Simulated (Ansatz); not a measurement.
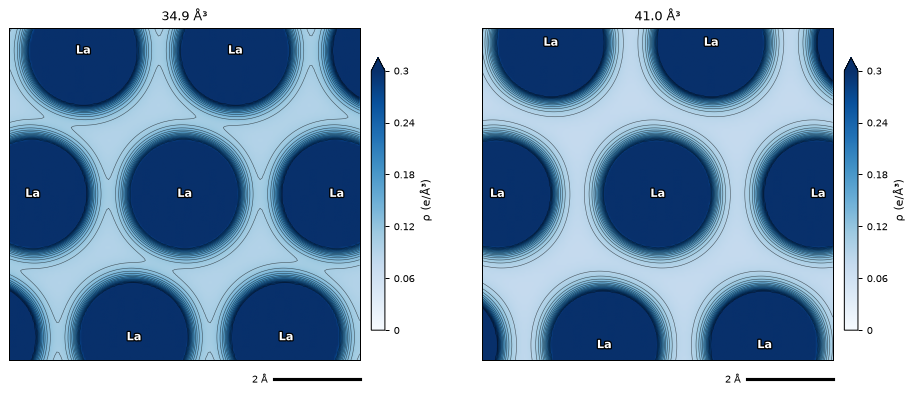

La. The valence pseudo-density of cells scaled evenly to different volumes (given per atom above each panel), on the (11̄0) plane of each (indices in the axes of the cell below), at one length scale and on one colour scale.

A generated structure, not necessarily the stable one; spin-polarised.

These are results of DFT, PBE, plane waves (420 eV) with PAW, scalar-relativistic in Ansatz, not measurements.

The density is the valence pseudo-density of a PAW calculation; it isn't the true density close to the nuclei.

The largest cell:

```yaml
crystal:
  lattice:
    - [-2.17129, 2.17129, 2.17129]
    - [2.17129, -2.17129, 2.17129]
    - [2.17129, 2.17129, -2.17129]
  atoms:
    - { symbol: La, position: [0.00000, 0.00000, 0.00000] }
```

| volume (Å³/atom) | La–La contact in the plane (Å) | ρ at its midpoint (e/Å³) | largest moment (μB) | 
| --- | --- | --- | --- |
| 34.88 | 3.565 | 0.107 | 0.23 | 
| 37.91 | 3.666 | ? | ? | 
| 40.95 | 3.761 | 0.082 | 0.30 | 

**Estimate the missing row, and compare with the calculation.**

Over the known rows ln ρ falls by 1.36 per Å of La–La distance (the line through the two), which gives 0.093 e/Å³ at 3.666 Å; the calculation gives 0.093 e/Å³. For the largest moment, a straight line in volume between the neighbouring rows gives 0.26 μB; the calculation gives 0.28.
